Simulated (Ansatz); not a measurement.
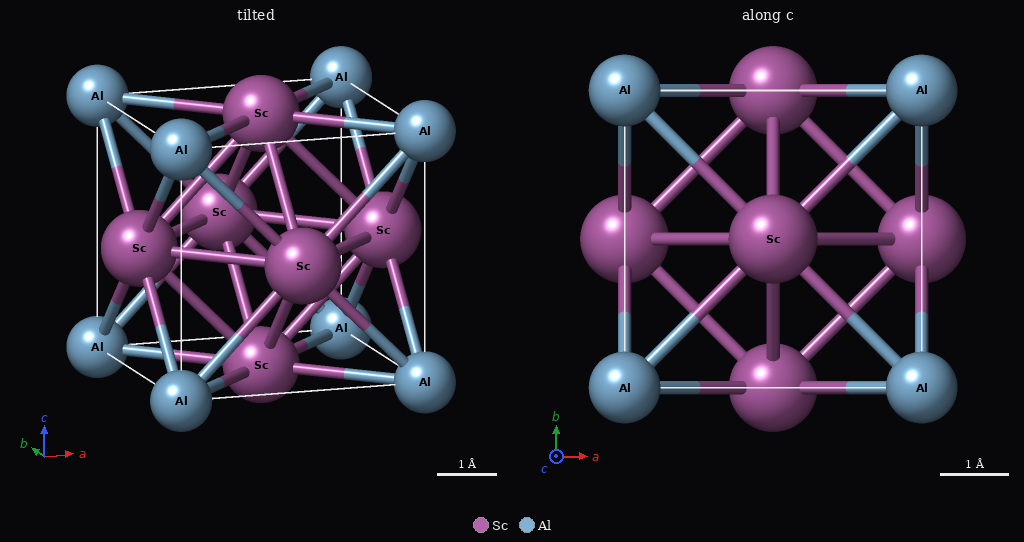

Ball-and-stick representation of a periodic structure, projected slightly off an axis and along the c axis. One conventional unit cell is framed, with atoms on its boundary repeated. Cell: a = 4.43 Å, b = 4.43 Å, c = 4.43 Å, α = 90.00°, β = 90.00°, γ = 90.00°.

The structure was taken from a structure listed in the Materials Project. Earlier steps of the study may have refined or changed the cell and positions. It was run through Ansatz as a DFT input.

What structure is drawn here?

Chemical formula Sc3Al. Symmetry: Pm-3m (No. 221), primitive cubic lattice. Among the common structure types it is Cu₃Au (L1₂) type. Cell content: 3 Sc, 1 Al, that is 1 formula unit. About every Sc there are eight Sc and four Al in a cuboctahedral arrangement (about 3.1 Å to Sc, 3.1 Å to Al). Al bonds to twelve Sc in a cuboctahedral arrangement at about 3.1 Å. The bonds build a three-dimensional framework.

Setup: DFT LDA, scalar-relativistic, plane waves, PAW (Ansatz 0.2.0); a plane-wave cutoff of 420 eV, a 10×10×10 grid in reciprocal space, Gaussian smearing of 0.1 eV, no spin polarisation.

Metal or not?

A metal: bands cross the Fermi level.

What net charge does each kind of atom have (Bader)?

Sc +0.61 e; Al -1.84 e.

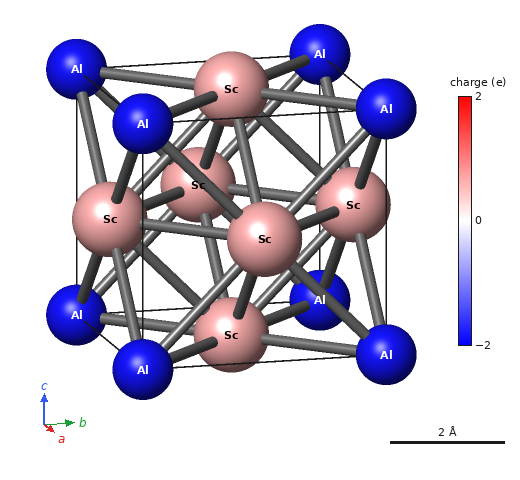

The atoms coloured by those charges. The run's cell of 4 atoms is drawn.

Has the structure come to rest?

No. All forces vanish to within 0.01 eV/Å. The pressure is -4.9 GPa, so the cell would contract.
